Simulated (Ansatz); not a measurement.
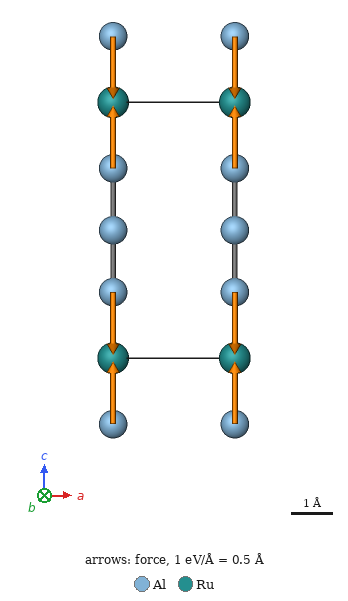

Starting geometry of solid Al3Ru (a generated structure, set up in P6/mmm) (coarse preliminary run) with the computed forces as orange arrows. The picture is a ball-and-stick view of the cell of the calculation, seen along the b axis.

All numbers below come from Ansatz 0.2.0, DFT PBE, scalar-relativistic, plane waves, PAW.

The input:
```yaml
crystal:
  lattice:
    - [3.48206201, 0.0, 0.0]
    - [-1.741031, 3.01555416, 0.0]
    - [0.0, 0.0, 6.34096135]
  atoms:
    - { symbol: Al, position: [0.0, 0.0, 0.25799534] }
    - { symbol: Al, position: [0.0, 0.0, 0.74200466] }
    - { symbol: Al, position: [0.0, 0.0, 0.5] }
    - { symbol: Ru, position: [0.0, 0.0, 0.0] }
basis:
  ecutwfc: 420
kpoints:
  mp_grid: { grid: [6, 6, 4] }
hamiltonian:
  xc: pbe
scf:
  occupations: { method: gaussian, width: 0.1 }
  lower_state_search: "off"
output:
  forces: true
  stress: true
  eigenvalues: true
relax:
  adjacent_minimum: "off"
  f_tol: 0.04
  max_steps: 70
  cell: { stress_tol: 0.4 }
```

Run as
```bash
ansatz run input.yaml --threads 1 --pin off --max-ram 2560MiB --backend cpu --events-out ev --progress --plain --runs-dir out
```

Question: What follows when this structure is relaxed?

Answer: It isn't relaxed: the largest force vector, on Al atoms, is 3.12 eV/Å. The atoms end up moving mostly along the starting forces (cosine between the two patterns 1.00). The largest moves relative to the cell, 0.21 Å, are those of Al1 and Al2. Al2 goes along +c. Ru stays in place. The volume changes by +2.2 %, with a = b 3.482 → 2.738 Å (−21.4 %), c 6.341 → 10.481 Å (+65.3 %). Among the contacts that change: Al1–Al3 1.535 → 2.742 Å, Al1–Ru4 1.636 → 2.498 Å, Ru4–Ru4 3.482 → 2.738 Å, Al1–Al1 3.482 → 2.738 Å. The space group stays P6/mmm (No. 191). Over 17 accepted moves (19 points after the start) the energy falls by 36.192 eV per cell of the calculation. The largest force component goes from 3.1 to 0.0017 eV/Å. Pressure: 145.48 GPa at the start and 0.17 GPa at the end. At 2 points the geometry stayed and the basis and grid were re-selected for the new cell (energy shift of 1.003 eV per cell of the calculation at most each time).
